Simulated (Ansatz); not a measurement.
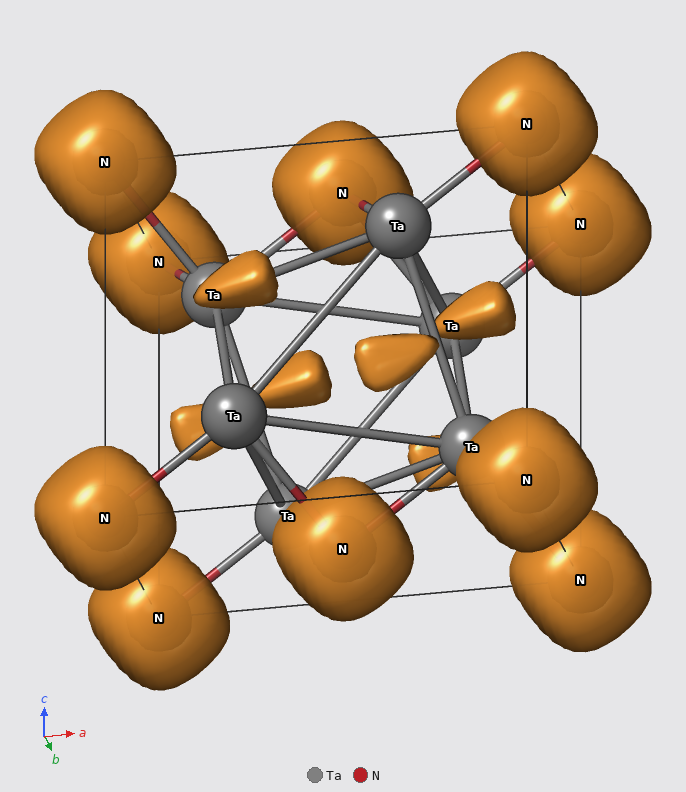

*Ta2N. Isosurface of the electron localisation function at 0.65 (orange), seen at an oblique angle. Core shells and regions of very low density are left out. Sticks mark near contacts.*

Space group C2/m; a structure from a database of computed crystals, not necessarily the ambient phase; not relaxed (largest force 1.3 eV/Å); computed pressure about 4 GPa in this cell; computed without spin polarisation.

Level of theory: Ansatz 0.2.0, DFT PBEsol, scalar-relativistic, plane waves, PAW.

In a PAW calculation such maps are meaningful between the atoms, not at the nuclei.

**What do the ELF domains correspond to?**

The surface consists of two regions wrapped around N (the valence shell of each) and four pockets between the atoms, centred on no nucleus (multi-centre or interstitial), counted in one cell of 6 atoms. Regions shared between cells count once. Along the contacts the grid gives the following. Ta–N (2.04 Å): the ELF peaks at about 0.80 in the valence shell of N, 0.6 Å from its nucleus, and drops to about 0.20 between the two atoms: no shared electron pair shows on this line. Ta–Ta (2.89 Å): the ELF is about 0.35 at the midpoint.
